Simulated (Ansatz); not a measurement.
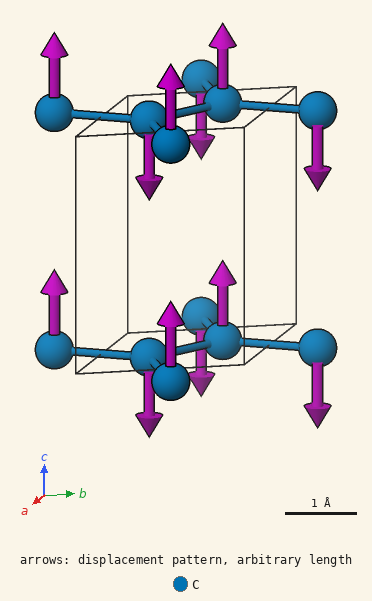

The lowest optical mode of crystalline C at 0.98 times its rest volume, space group P6/mmm (No. 191), at the zone centre. The purple arrows give the relative displacements of the atoms. The picture is a ball-and-stick view of the cell of the calculation, seen slightly off an axis.

Theory: DFT PBE+D3(BJ), scalar-relativistic, plane waves, PAW (Ansatz 0.2.0). (plane-wave cutoff 420 eV; k-point mesh 18 × 18 × 12; occupations fermi dirac; smearing width 0.15 eV; no spin polarisation)

The frequencies depend somewhat on the k-mesh and the smearing.

**Is the structure stable against all modes at this point?**

Yes: this softest mode has a real frequency, and so have all others here. That speaks for this wave vector alone: the rest of the zone wasn't checked in this run. This is the B₁g mode at 108.1 meV, the lowest optical level, silent by symmetry (neither infrared- nor Raman-active). All motion is along c; atoms of one kind move against one another, with no net shift of their sublattice; the C–C bond lengths don't change to first order, so for these it is a bending, tilting or sliding motion.
